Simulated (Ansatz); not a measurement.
FeSi$_{2}$: several calculations on one system

**1. Relaxation**

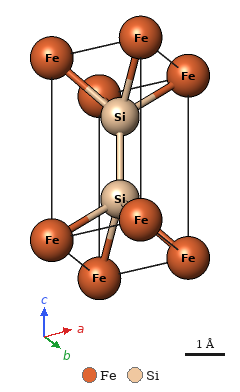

A crystal of FeSi2 (set up in P4/mmm), before the relaxation. Style: ball-and-stick. Shown: the cell of the calculation, from a free direction.

Case: biaxial strain in the a-b plane of -3.0 %; c and atoms relaxed.

Computed with DFT PBEsol, scalar-relativistic, plane waves, PAW (Ansatz).

Input
```yaml
crystal:
  lattice:
    - [2.5959931284, 0.0, 0.0]
    - [0.0, 2.5959931284, 0.0]
    - [0.0, 0.0, 5.1982768917]
  atoms:
    - { symbol: Fe, position: [0.0, 0.0, 0.0] }
    - { symbol: Si, position: [0.5, 0.5, 0.2738005344] }
    - { symbol: Si, position: [0.5, 0.5, 0.7261994656] }
basis:
  ecutwfc: 420
kpoints:
  mp_grid: { grid: [16, 16, 8] }
hamiltonian:
  xc: pbesol
scf:
  occupations: { method: gaussian, width: 0.1 }
output:
  forces: true
  stress: true
  eigenvalues: true
relax:
  adjacent_minimum: "off"
  f_tol: 0.008
  max_steps: 40
  cell: { stress_tol: 0.015, fix: [a, b, gamma] }
```

Run as
```bash
ansatz run input.yaml --threads 1 --pin off --max-ram 1331MiB --backend cpu --events-out ev --progress --plain --runs-dir out
```

Where does the relaxation end?

Answer. After 3 accepted moves (5 points after the start) the energy has fallen by 0.6 meV per atom. Largest force component: 0.16 eV/Å at the start, under 0.0001 eV/Å at the end. Pressure: 8.37 GPa at the start and 9.28 GPa at the end. At 2 points the geometry stayed and the basis and grid were re-selected for the new cell (energy shift of less than 0.05 meV per atom at most each time). The largest moves relative to the cell, 0.005 Å, are those of Si2 and Si3. Si3 goes along −c. Fe stays in place. Cell: a = b unchanged at 2.596 Å, c 5.198 → 5.175 Å (−0.4 %). Volume −0.4 %. Among the contacts that change: Si2–Si3 2.352 → 2.332 Å. The space group stays P4/mmm (No. 123).

Step by step:

```tsv
step	E − E(0), meV/atom	largest force component, eV/Å	pressure, GPa	volume, Å³/atom	note
0	0.00	0.1567	8.37	11.677	
1	-0.61	0.0294	9.03	11.639	
2	-0.64	0.0034	9.26	11.626	
3	-0.62	0.0034	9.26	11.626	same geometry, new basis
4	-0.62	0.0000	9.28	11.626	
5	-0.62	0.0000	9.28	11.626	same geometry, new basis
```

**2. Relaxation**

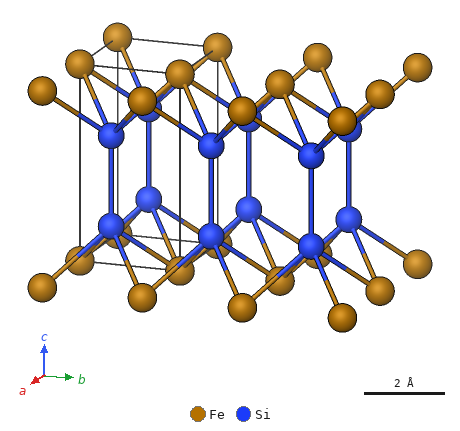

This is the input geometry for a relaxation of solid FeSi₂ (set up in P4/mmm). Style: ball-and-stick. Shown: the cell of the calculation, repeated 2 × 3 × 1 with one cell outlined, slightly off an axis.

Level of theory: DFT PBEsol, scalar-relativistic, plane waves, PAW (Ansatz 0.2.0).

Input
```yaml
crystal:
  lattice:
    - [2.684, 0.0, 0.0]
    - [0.0, 2.684, 0.0]
    - [0.0, 0.0, 5.128]
  atoms:
    - { symbol: Fe, position: [0.0, 0.0, 0.0] }
    - { symbol: Si, position: [0.5, 0.5, 0.27] }
    - { symbol: Si, position: [0.5, 0.5, 0.73] }
basis:
  ecutwfc: 420
kpoints:
  mp_grid: { grid: [16, 16, 8] }
hamiltonian:
  xc: pbesol
scf:
  occupations: { method: gaussian, width: 0.1 }
output:
  forces: true
  stress: true
  eigenvalues: true
relax:
  adjacent_minimum: "off"
  f_tol: 0.005
  max_steps: 80
  cell: { stress_tol: 0.05 }
```

Run as
```bash
ansatz run input.yaml --threads 1 --pin off --max-ram 1331MiB --backend cpu --events-out ev --progress --plain --runs-dir out
```

> What does the optimiser find from here?

The largest moves relative to the cell, 0.010 Å, are those of Si2 and Si3. Si3 goes along −c. Fe stays in place. Cell: a = b 2.684 → 2.676 Å (−0.3 %), c 5.128 → 5.106 Å (−0.4 %). Volume −1.0 %. Near-neighbour distances that change, for instance: Si2–Si3 2.359 → 2.329 Å. The space group stays P4/mmm (No. 123). The energy falls by 4.8 meV per cell of the calculation in 3 accepted moves (4 points after the start). Largest force component: 0.27 eV/Å at the start, 0.00089 eV/Å at the end. The pressure goes from −1.64 to −0.02 GPa. At 1 point the geometry stayed and the basis and grid were re-selected for the new cell (energy shift of 0.1 meV per cell of the calculation at most each time). The run took roughly 50 core-seconds on a shared host.

Step by step:

```json
{"step": "0", "E − E(0), meV/atom": "0.00", "largest force component, eV/Å": "0.2687", "pressure, GPa": "-1.64", "volume, Å³/atom": "12.314", "note": ""}
{"step": "1", "E − E(0), meV/atom": "-1.57", "largest force component, eV/Å": "0.0344", "pressure, GPa": "-0.41", "volume, Å³/atom": "12.217", "note": ""}
{"step": "2", "E − E(0), meV/atom": "-1.64", "largest force component, eV/Å": "0.0077", "pressure, GPa": "-0.04", "volume, Å³/atom": "12.193", "note": ""}
{"step": "3", "E − E(0), meV/atom": "-1.64", "largest force component, eV/Å": "0.0010", "pressure, GPa": "-0.01", "volume, Å³/atom": "12.191", "note": ""}
{"step": "4", "E − E(0), meV/atom": "-1.60", "largest force component, eV/Å": "0.0009", "pressure, GPa": "-0.02", "volume, Å³/atom": "12.191", "note": "same geometry, new basis"}
```

**3. A change**

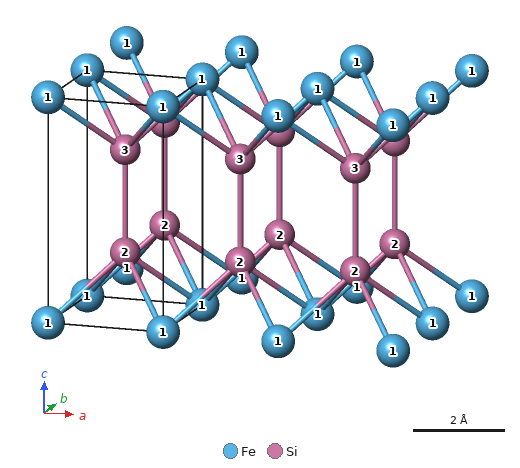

Reference structure: solid FeSi2 (set up in P4/mmm). Style: ball-and-stick. Shown: the cell of the calculation, repeated 3 × 2 × 1 with one cell outlined, slightly off an axis.

Computed with DFT PBEsol, scalar-relativistic, plane waves, PAW in Ansatz. Settings: plane-wave cutoff 420 eV; k-point mesh 16 × 16 × 8; occupations gaussian; smearing width 0.1 eV; no spin polarisation.

Now this is done to it. Biaxial strain in the a–b plane, −2.0 %, is applied. The c axis and the atoms are relaxed.

**What does the calculation give for the changed structure?**

Cell: a = b 2.676 → 2.623 Å (−2.0 %), c 5.106 → 5.151 Å (+0.9 %). Volume −3.1 %. The largest moves relative to the cell, 0.010 Å, are those of Si2 and Si3. Si2 goes along +c. Fe stays in place. Among the bonded contacts that change: Fe–Si 2.347 → 2.330 Å. The space group stays P4/mmm (No. 123). The energy rises by 13.0 meV per atom. Pressure: 0.0 GPa before, 5.9 GPa after. The principal stresses (compression positive) are 0.0 GPa along c and 8.9 GPa across it.

Drawn alike, the variant:

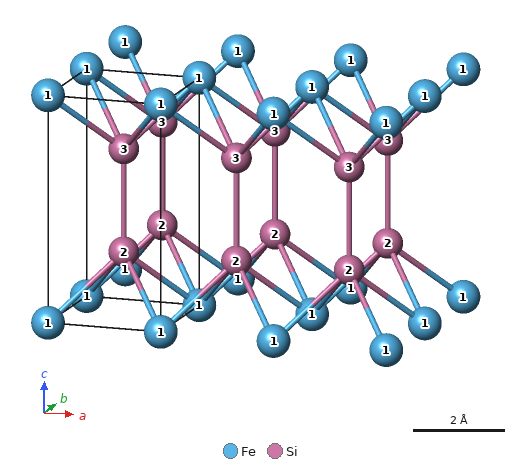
